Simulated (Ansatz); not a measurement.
# C₆H₅O (pho) (charge −1): what the fields show

```xyz
12

O     2.4313   -0.3576   -0.3248
C     1.1879   -0.2064   -0.1729
C     0.2210   -1.2020   -0.5541
C    -1.1381   -1.0263   -0.3834
C    -1.6636    0.1403    0.1754
C    -0.7603    1.1331    0.5597
C     0.6024    0.9779    0.3979
H     0.6070   -2.1196   -0.9918
H    -1.8166   -1.8205   -0.6937
H    -2.7330    0.2703    0.3060
H    -1.1385    2.0557    0.9991
H     1.2866    1.7654    0.7049
```

All numbers below come from DFT PBE0, Gaussian basis def2-TZVPD (Ansatz).

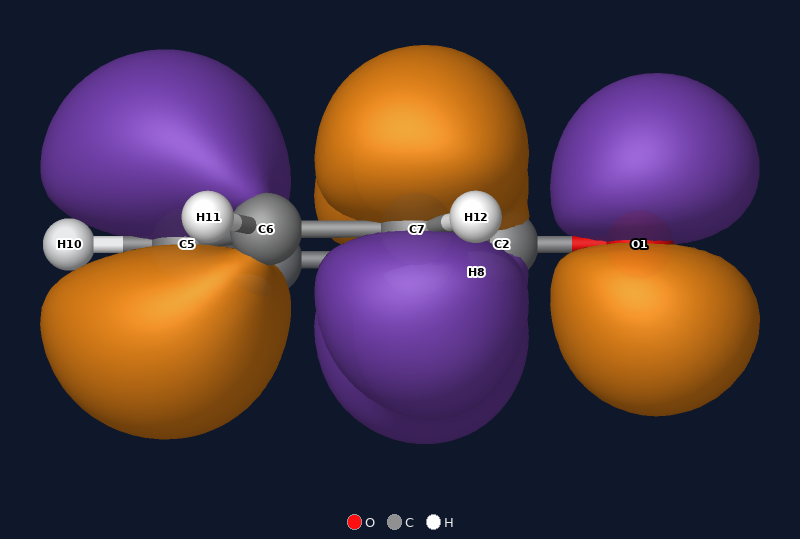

Figure 1. The HOMO at ±0.06 Å⁻³ᐟ² (orange and purple are the two phases), seen from one side.

### Describe this orbital and give its energy.

It lies mainly on O1 (about 30 %), C5 (about 20 %), C7 (about 15 %), C3 (about 15 %) and C2 (about 10 %); it changes sign across the molecular plane (π type); π-bonding across C2–C3 and C2–C7; π-antibonding (a node) across O1–C2. Its energy is −0.45 eV.

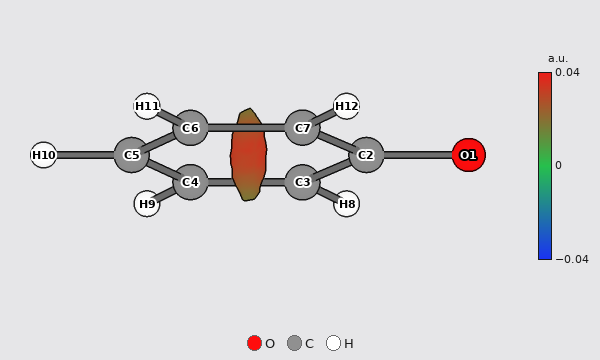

Figure 2. Non-covalent interaction (NCI) plot: the surface where the reduced density gradient is 0.5, for densities under 0.05 a.u., coloured by sign(λ₂)ρ; seen from one side.

### What holds or crowds the atoms apart from the covalent bonds?

Inside the ring or cage of C2, C3, C4, C5, C6 and C7: steric crowding (red).

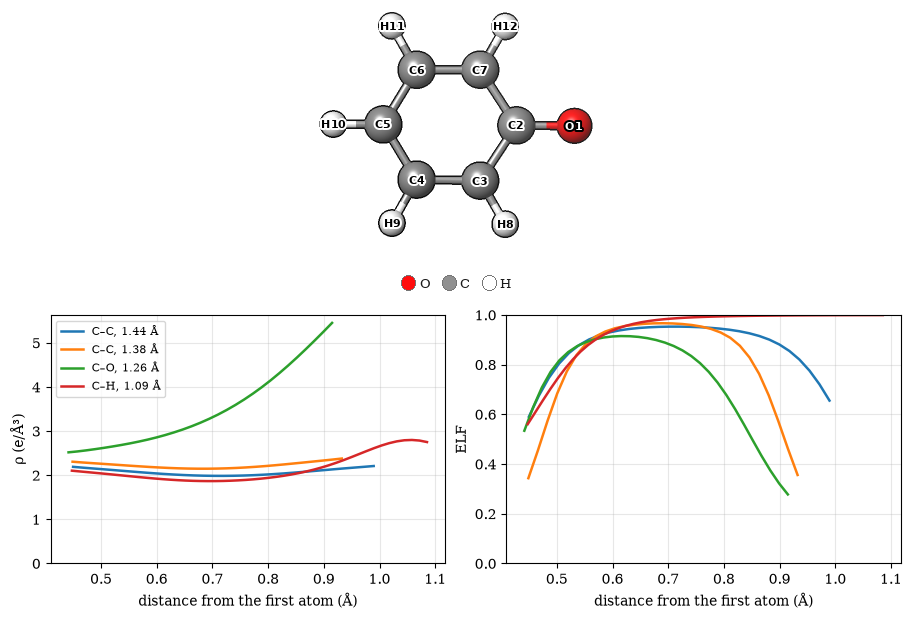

Figure 3. Total electron density and ELF along straight lines between neighbouring atoms. The curves leave out the atomic cores. The structure is drawn too.

### Compare the contacts.

C–C (1.44 Å): the density is about 2 e/Å³ at the midpoint; the ELF peaks at about 0.95 between the atoms; localised, covalent bonding.
C–C (1.38 Å): ρ is about 2.1 e/Å³ halfway; the ELF peaks at about 0.95 between the atoms (localised, covalent bonding).
C–O (1.26 Å): the density is about 3 e/Å³ at the midpoint; the ELF peaks at about 0.90 between the atoms, as expected for a polar covalent bond.
C–H (1.09 Å): the density is about 2 e/Å³ at the midpoint; the ELF climbs to about 1 towards the hydrogen, as it does in any bond to H (an ordinary covalent bond to hydrogen).
